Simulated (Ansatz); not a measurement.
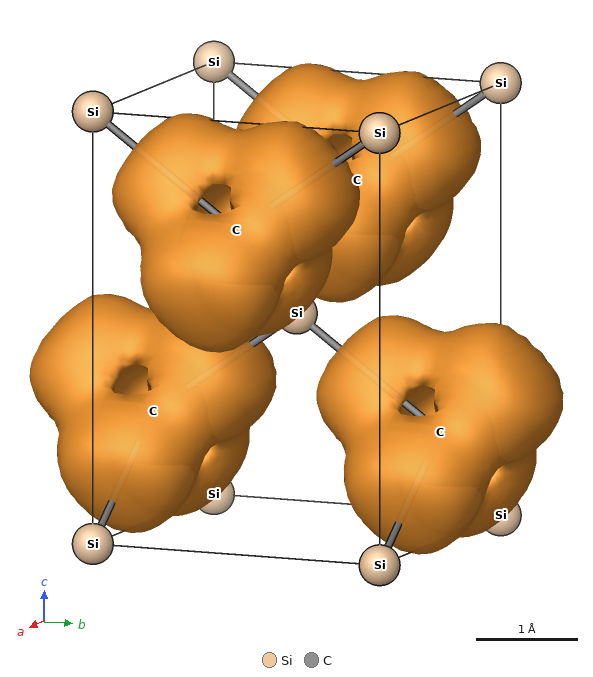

Figure 1: SiC. Isosurface of the electron localisation function at 0.7 (orange), seen slightly off an axis. Only the valence region is drawn (cores and ρ < 0.01 e/Å³ removed). Sticks mark near contacts.

Space group Imm2; changed on purpose from its base cell (strain +0.0075 x Voigt [0, 0, 0, 0, 1, 0], atoms carried along).

All numbers below come from Ansatz 0.2.0, DFT r2SCAN, scalar-relativistic, plane waves, PAW.

```
Si C
1.0
     2.16585    0.00000   -2.16585
    -2.18215    0.00000   -2.18215
     0.00000    4.34800    0.00000
Si C
2 2
Direct
  0.50000 0.50000 0.50000
  0.00000 0.00000 0.00000
  0.50000 0.00000 0.25000
  0.00000 0.50000 0.75000
```

> What do the ELF domains correspond to?

At this value the surface marks out two regions on C in which the atom's valence shell and bonds are merged, counted in one cell of 4 atoms. Regions shared between cells count once.

Values along the shortest contacts:
Si–C (1.88 Å): the ELF peaks at about 0.95 between the atoms, as expected for a covalent bond.

> Does the calculation make it a metal, or give it a gap?

It is gapped, with a Kohn–Sham gap of 1.7 eV on the k-point mesh (the band edges may lie off the mesh, which would make the gap smaller).
